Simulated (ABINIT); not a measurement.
**Si: dielectric calculation (part 1 of 3)**

Si (P6₃/mmc, 4 atoms in the cell), computed with Kohn-Sham DFT of a periodic cell, LDA, PseudoDojo NC SR LDA v0.4.1 standard, no spin polarisation (ABINIT 10.8.3).

The structure derives from a Materials Project entry.

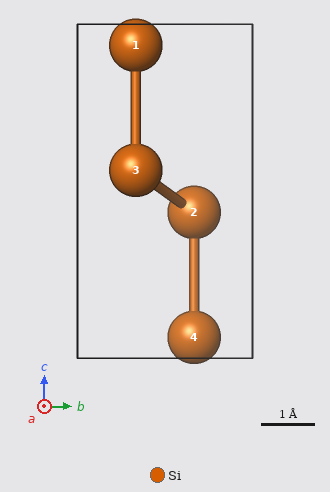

The input geometry (ball-and-stick view of the cell of the calculation, along the a axis; atoms are numbered from 1 in the order of the input). An atom can appear more than once, as a periodic image. Near neighbours in the periodic cell (some may lie outside the picture): Si has 4 Si at 2.35 to 2.37 Å.

Input file
```
ndtset 3

pp_dirpath "./"
pseudos "Si.upf"

acell 7.2401406968 7.240140697 11.9669212312
rprim
     1.0000000000     0.0000000000     0.0000000000
    -0.5000000000     0.8660254038     0.0000000000
     0.0000000000     0.0000000000     1.0000000000
ntypat 1
znucl 14
natom 4
typat 1 1 1 1
xred
            2/3            1/3   0.9369905000
            1/3            2/3   0.4369905000
            2/3            1/3   0.5630095000
            1/3            2/3   0.0630095000

ecut 380.959407 eV

ngkpt 4 4 2
nshiftk 1
shiftk 0.0 0.0 0.5

ixc 7

nband 8
occopt 1

nstep 80
diemac 6.0

prteig 0
prtebands 0
prtwf 0
prtden 0
prtpot 0

kptopt1 1
tolvrs1 1.0e-15
prtwf1 1

iscf2 -3
rfelfd2 2
rfdir2 1 1 1
getwfk2 1
kptopt2 2
nqpt2 1
qpt2 0.0 0.0 0.0
tolwfr2 1.0e-18
prtwf2 1

rfelfd3 3
rfdir3 1 1 1
getwfk3 1
getddk3 2
kptopt3 2
nqpt3 1
qpt3 0.0 0.0 0.0
tolvrs3 1.0e-9
```

File mrgddb.in
```
merged_DDB
Si
2
runo_DS1_DDB
runo_DS3_DDB
```

File anaddb.abi
```
ddb_filepath "merged_DDB"
output_file "anaddb.abo"
outdata_prefix "ana"
asr 1
chneut 1
dipdip 1
dieflag 2
enunit 0
```

Launch command:
```bash
abinit run.abi > log 2>&1
mrgddb < mrgddb.in > mrgddb.log 2>&1
anaddb anaddb.abi > anaddb.log 2>&1
```

Output
```
.Version 10.8.3 of ABINIT
 DATASET    1 : space group P6_3/m m c (#194); Bravais hP (primitive hexag.)
================================================================================
 Values of the parameters that define the memory need for DATASET  1.
     intxc =       0    ionmov =       0      iscf =       7    lmnmax =       6
     lnmax =       6     mgfft =      45  mpssoang =       3    mqgrid =    3001
     natom =       4  nloc_mem =       1    nspden =       1   nspinor =       1
    nsppol =       1      nsym =      24    n1xccc =    2501    ntypat =       1
    occopt =       1   xclevel =       1
       mpw =        1366          nfft =       32805          nkpt =           4
================================================================================
================================================================================

 DATASET    2 : space group P6_3/m m c (#194); Bravais hP (primitive hexag.)
================================================================================
 Values of the parameters that define the memory need for DATASET  2 (RF).
     intxc =       0      iscf =      -3    lmnmax =       6     lnmax =       6
     mgfft =      45  mpssoang =       3    mqgrid =    3001     natom =       4
  nloc_mem =       1    nspden =       1   nspinor =       1    nsppol =       1
      nsym =      24    n1xccc =    2501    ntypat =       1    occopt =       1
   xclevel =       1
      nfft =       32805          nkpt =          16
================================================================================
================================================================================

 DATASET    3 : space group P6_3/m m c (#194); Bravais hP (primitive hexag.)
================================================================================
 Values of the parameters that define the memory need for DATASET  3 (RF).
     intxc =       0      iscf =       7    lmnmax =       6     lnmax =       6
     mgfft =      45  mpssoang =       3    mqgrid =    3001     natom =       4
  nloc_mem =       1    nspden =       1   nspinor =       1    nsppol =       1
      nsym =      24    n1xccc =    2501    ntypat =       1    occopt =       1
   xclevel =       1
      nfft =       32805          nkpt =          16
================================================================================
================================================================================

--------------------------------------------------------------------------------
------------- Echo of variables that govern the present computation ------------
--------------------------------------------------------------------------------
 -outvars: echo values of preprocessed input variables --------
            acell      7.2401406968E+00  7.2401406970E+00  1.1966921231E+01 Bohr
              amu      2.80855000E+01
           diemac      6.00000000E+00
             ecut      1.40000000E+01 Hartree
           getddk1          0
           getddk2          0
           getddk3          2
           getwfk1          0
           getwfk2          1
           getwfk3          1
             iscf1          7
             iscf2         -3
             iscf3          7
              ixc           7
           jdtset        1    2    3
           kptopt1          1
           kptopt2          2
           kptopt3          2
         kptrlatt        4    0    0      0    4    0      0    0    2
          kptrlen      2.39338425E+01
            natom           4
            nband1          8
            nband2          8
            nband3          8
           ndtset           3
            ngfft          27      27      45
             nkpt1          4
             nkpt2         16
             nkpt3         16
             nqpt1          0
             nqpt2          1
             nqpt3          1
            nstep          80
             nsym          24
           ntypat           1
        optdriver1          0
        optdriver2          1
        optdriver3          1
           prtden           0
        prtebands           0
           prteig           0
            prtwf1          1
            prtwf2          1
            prtwf3          0
           rfelfd1          0
           rfelfd2          2
           rfelfd3          3
            rprim      1.0000000000E+00  0.0000000000E+00  0.0000000000E+00
                      -5.0000000000E-01  8.6602540380E-01  0.0000000000E+00
                       0.0000000000E+00  0.0000000000E+00  1.0000000000E+00
           shiftk      0.00000000E+00  0.00000000E+00  5.00000000E-01
          spgroup         194
           tolvrs1     1.00000000E-15
           tolvrs2     0.00000000E+00
           tolvrs3     1.00000000E-09
           tolwfr1     0.00000000E+00
           tolwfr2     1.00000000E-18
           tolwfr3     0.00000000E+00
            typat      1  1  1  1
           xangst      1.9156587289E+00  1.1060060829E+00  5.9336066503E+00
                      -3.5278375527E-11  2.2120121658E+00  2.7672956523E+00
                       1.9156587289E+00  1.1060060829E+00  3.5653263436E+00
                      -3.5278375527E-11  2.2120121658E+00  3.9901534565E-01
            xcart      3.6200703484E+00  2.0900485902E+00  1.1212891508E+01
                      -6.6666467912E-11  4.1800971805E+00  5.2294308923E+00
                       3.6200703484E+00  2.0900485902E+00  6.7374903389E+00
                      -6.6666467912E-11  4.1800971805E+00  7.5402972332E-01
             xred      6.6666666667E-01  3.3333333333E-01  9.3699050000E-01
                       3.3333333333E-01  6.6666666667E-01  4.3699050000E-01
                       6.6666666667E-01  3.3333333333E-01  5.6300950000E-01
                       3.3333333333E-01  6.6666666667E-01  6.3009500000E-02
            znucl       14.00000

================================================================================

 chkinp: Checking input parameters for consistency, jdtset=   1.

 chkinp: Checking input parameters for consistency, jdtset=   2.

 chkinp: Checking input parameters for consistency, jdtset=   3.

================================================================================
== DATASET  1 ==================================================================

--- !DatasetInfo
iteration_state: {dtset: 1, }
dimensions: {natom: 4, nkpt: 4, mband: 8, nsppol: 1, nspinor: 1, nspden: 1, mpw: 1366, }
cutoff_energies: {ecut:  14.0, pawecutdg:  -1.0, }
electrons: {nelect:   1.60000000E+01, charge:   0.00000000E+00, occopt:   1.00000000E+00, tsmear:   1.00000000E-02, }
meta: {optdriver: 0, ionmov: 0, optcell: 0, iscf: 7, paral_kgb: 0, }
...

 Exchange-correlation functional for the present dataset will be:
  LDA: Perdew-Wang 92 LSD fit to Ceperley-Alder data - ixc=7
  J.P.Perdew and Y.Wang, PRB 45, 13244 (1992)

 Real(R)+Recip(G) space primitive vectors, cartesian coordinates (Bohr,Bohr^-1):
 R(1)=  7.2401407  0.0000000  0.0000000  G(1)=  0.1381189  0.0797430  0.0000000
 R(2)= -3.6200703  6.2701458  0.0000000  G(2)=  0.0000000  0.1594859  0.0000000
 R(3)=  0.0000000  0.0000000 11.9669212  G(3)=  0.0000000  0.0000000  0.0835637
 Unit cell volume ucvol=  5.4325918E+02 bohr^3
 Angles (23,13,12)=  9.00000000E+01  9.00000000E+01  1.20000000E+02 degrees

 getcut: wavevector=  0.0000  0.0000  0.0000  ngfft=  27  27  45
         ecut(hartree)=     14.000   => boxcut(ratio)=   2.13415

--- Pseudopotential description ------------------------------------------------
- pspini: atom type   1  psp file is ./Si.upf
  14.00000   4.00000  180309                  znucl, zion, pspdat
12 -1012 2 -1 1510                            pspcod,pspxc,lmax,lloc,mmax
     nproj     2     2     2

   4.26882533E+02                                ecore*ucvol(ha*bohr**3)
--------------------------------------------------------------------------------

================================================================================

--- !BeginCycle
iteration_state: {dtset: 1, }
solver: {iscf: 7, nstep: 80, nline: 4, wfoptalg: 0, }
tolerances: {tolvrs: 1.00E-15, }
...

     iter   Etot(hartree)      deltaE(h)  residm     vres2
 ETOT  1  -17.023487751455    -1.702E+01 1.436E-02 1.434E+01
 ETOT  2  -17.039633773192    -1.615E-02 7.031E-05 2.196E-01
 ETOT  3  -17.039694004073    -6.023E-05 3.753E-06 5.223E-03
 ETOT  4  -17.039695112366    -1.108E-06 2.781E-07 8.046E-05
 ETOT  5  -17.039695154828    -4.246E-08 1.776E-08 6.659E-07
 ETOT  6  -17.039695157076    -2.248E-09 1.479E-09 5.414E-09
 ETOT  7  -17.039695157227    -1.512E-10 9.470E-11 4.940E-11
 ETOT  8  -17.039695157239    -1.116E-11 8.024E-12 1.490E-12
 ETOT  9  -17.039695157240    -8.455E-13 5.405E-13 1.117E-14
 ETOT 10  -17.039695157240    -4.619E-14 4.047E-14 2.891E-16

 At SCF step   10       vres2   =  2.89E-16 < tolvrs=  1.00E-15 =>converged.

 Cartesian components of stress tensor (hartree/bohr^3)
  sigma(1 1)=  5.67952198E-05  sigma(3 2)=  0.00000000E+00
  sigma(2 2)=  5.67952196E-05  sigma(3 1)=  0.00000000E+00
  sigma(3 3)=  9.65736474E-05  sigma(2 1)=  2.39740848E-14

--- !ResultsGS
iteration_state: {dtset: 1, }
comment   : Summary of ground state results
lattice_vectors:
- [  7.2401407,   0.0000000,   0.0000000, ]
- [ -3.6200703,   6.2701458,   0.0000000, ]
- [  0.0000000,   0.0000000,  11.9669212, ]
lattice_lengths: [   7.24014,    7.24014,   11.96692, ]
lattice_angles: [ 90.000,  90.000, 120.000, ] # degrees, (23, 13, 12)
lattice_volume:   5.4325918E+02
convergence: {deltae: -4.619E-14, res2:  2.891E-16, residm:  4.047E-14, diffor: null, }
etotal    :  -1.70396952E+01
entropy   :   0.00000000E+00
fermie    :   1.68538421E-01
cartesian_stress_tensor: # hartree/bohr^3
- [  5.67952198E-05,   2.39740848E-14,   0.00000000E+00, ]
- [  2.39740848E-14,   5.67952196E-05,   0.00000000E+00, ]
- [  0.00000000E+00,   0.00000000E+00,   9.65736474E-05, ]
pressure_GPa:  -2.0611E+00
xred      :
- [  6.6667E-01,   3.3333E-01,   9.3699E-01, Si]
- [  3.3333E-01,   6.6667E-01,   4.3699E-01, Si]
- [  6.6667E-01,   3.3333E-01,   5.6301E-01, Si]
- [  3.3333E-01,   6.6667E-01,   6.3009E-02, Si]
cartesian_forces: # hartree/bohr
- [ -3.34714587E-28,   1.50303655E-28,   3.62470178E-04, ]
- [  1.11571529E-28,   6.44158522E-29,   3.62470178E-04, ]
- [  1.11571529E-28,   6.44158522E-29,  -3.62470178E-04, ]
- [  1.11571529E-28,  -2.79135360E-28,  -3.62470178E-04, ]
force_length_stats: {min:   3.62470178E-04, max:   3.62470178E-04, mean:   3.62470178E-04, }
...

 Integrated electronic density in atomic spheres:
 ------------------------------------------------
 Atom  Sphere_radius  Integrated_density
    1        2.00000          1.79537202
    2        2.00000          1.78245796
    3        2.00000          1.78245796
    4        2.00000          1.79537202
================================================================================

 ----iterations are completed or convergence reached----

 Mean square residual over all n,k,spin=   15.961E-16; max=  40.466E-15
 reduced coordinates (array xred) for    4 atoms
       0.666666666667      0.333333333333      0.936990500000
       0.333333333333      0.666666666667      0.436990500000
       0.666666666667      0.333333333333      0.563009500000
       0.333333333333      0.666666666667      0.063009500000
 rms dE/dt=  2.5043E-03; max dE/dt=  4.3377E-03; dE/dt below (all hartree)
    1       0.000000000000     -0.000000000000     -0.004337652065
    2      -0.000000000000      0.000000000000     -0.004337652065
    3      -0.000000000000      0.000000000000      0.004337652065
    4      -0.000000000000      0.000000000000      0.004337652065

 cartesian coordinates (angstrom) at end:
    1      1.91565872892172     1.10600608287902     5.93360665027388
    2     -0.00000000003528     2.21201216575804     2.76729565231078
    3      1.91565872892172     1.10600608287902     3.56532634361540
    4     -0.00000000003528     2.21201216575804     0.39901534565231

 cartesian forces (hartree/bohr) at end:
    1     -0.00000000000000     0.00000000000000     0.00036247017767
    2      0.00000000000000     0.00000000000000     0.00036247017767
    3      0.00000000000000     0.00000000000000    -0.00036247017767
    4      0.00000000000000    -0.00000000000000    -0.00036247017767
 frms,max,avg= 2.0927225E-04 3.6247018E-04   0.000E+00  0.000E+00  0.000E+00 h/b

 cartesian forces (eV/Angstrom) at end:
    1     -0.00000000000000     0.00000000000000     0.01863896594715
    2      0.00000000000000     0.00000000000000     0.01863896594715
    3      0.00000000000000     0.00000000000000    -0.01863896594715
    4      0.00000000000000    -0.00000000000000    -0.01863896594715
 frms,max,avg= 1.0761212E-02 1.8638966E-02   0.000E+00  0.000E+00  0.000E+00 e/A
 length scales=  7.240140696800  7.240140697000 11.966921231200 bohr
              =  3.831317457879  3.831317457985  6.332621995926 angstroms
 Fermi (or HOMO) energy (hartree) =   0.16854   Average Vxc (hartree)=  -0.34593
 Eigenvalues (hartree) for nkpt=   4  k points:
 kpt#   1, nband=  8, wtk=  0.06250, kpt=  0.0000  0.0000  0.2500 (reduced coord)
  -0.25993   -0.20615   -0.04833    0.10909    0.13104    0.13104    0.16854    0.16854
 prteigrs : prtvol=0 or 1, do not print more k-points.

--- !EnergyTerms
iteration_state     : {dtset: 1, }
comment             : Components of total free energy in Hartree
kinetic             :  6.17134318104090E+00
hartree             :  1.13532421818770E+00
xc                  : -6.19772192206960E+00
Ewald energy        : -1.67450768355578E+01
psp_core            :  7.85780612121421E-01
local_psp           : -4.80404117890276E+00
non_local_psp       :  2.61469676794063E+00
total_energy        : -1.70396951572395E+01
total_energy_eV     : -4.63673726437417E+02
band_energy         : -2.20624888249554E-01
...

 Cartesian components of stress tensor (hartree/bohr^3)
  sigma(1 1)=  5.67952198E-05  sigma(3 2)=  0.00000000E+00
  sigma(2 2)=  5.67952196E-05  sigma(3 1)=  0.00000000E+00
  sigma(3 3)=  9.65736474E-05  sigma(2 1)=  2.39740848E-14

-Cartesian components of stress tensor (GPa)         [Pressure= -2.0611E+00 GPa]
- sigma(1 1)=  1.67097306E+00  sigma(3 2)=  0.00000000E+00
- sigma(2 2)=  1.67097305E+00  sigma(3 1)=  0.00000000E+00
- sigma(3 3)=  2.84129480E+00  sigma(2 1)=  7.05341927E-10

================================================================================
== DATASET  2 ==================================================================

--- !DatasetInfo
iteration_state: {dtset: 2, }
dimensions: {natom: 4, nkpt: 16, mband: 8, nsppol: 1, nspinor: 1, nspden: 1, mpw: 1366, }
cutoff_energies: {ecut:  14.0, pawecutdg:  -1.0, }
electrons: {nelect:   1.60000000E+01, charge:   0.00000000E+00, occopt:   1.00000000E+00, tsmear:   1.00000000E-02, }
meta: {optdriver: 1, rfelfd: 2, }
...

 mkfilename : getwfk/=0, take file _WFK from output of DATASET   1.

 Exchange-correlation functional for the present dataset will be:
  LDA: Perdew-Wang 92 LSD fit to Ceperley-Alder data - ixc=7
  J.P.Perdew and Y.Wang, PRB 45, 13244 (1992)

 Real(R)+Recip(G) space primitive vectors, cartesian coordinates (Bohr,Bohr^-1):
 R(1)=  7.2401407  0.0000000  0.0000000  G(1)=  0.1381189  0.0797430  0.0000000
 R(2)= -3.6200703  6.2701458  0.0000000  G(2)=  0.0000000  0.1594859  0.0000000
 R(3)=  0.0000000  0.0000000 11.9669212  G(3)=  0.0000000  0.0000000  0.0835637
 Unit cell volume ucvol=  5.4325918E+02 bohr^3
 Angles (23,13,12)=  9.00000000E+01  9.00000000E+01  1.20000000E+02 degrees
 setup1 : take into account q-point for computing boxcut.

 getcut: wavevector=  0.0000  0.0000  0.0000  ngfft=  27  27  45
         ecut(hartree)=     14.000   => boxcut(ratio)=   2.13415
--------------------------------------------------------------------------------

 ==>  initialize data related to q vector <==

 The list of irreducible perturbations for this q vector is:
    1)    idir= 1    ipert=   5
    2)    idir= 2    ipert=   5
    3)    idir= 3    ipert=   5

================================================================================

--------------------------------------------------------------------------------
 Perturbation wavevector (in red.coord.)   0.000000  0.000000  0.000000
 Perturbation : derivative vs k along direction   1
 The set of symmetries contains only one element for this perturbation.
 symkpt : not enough symmetry to change the number of k points.
```
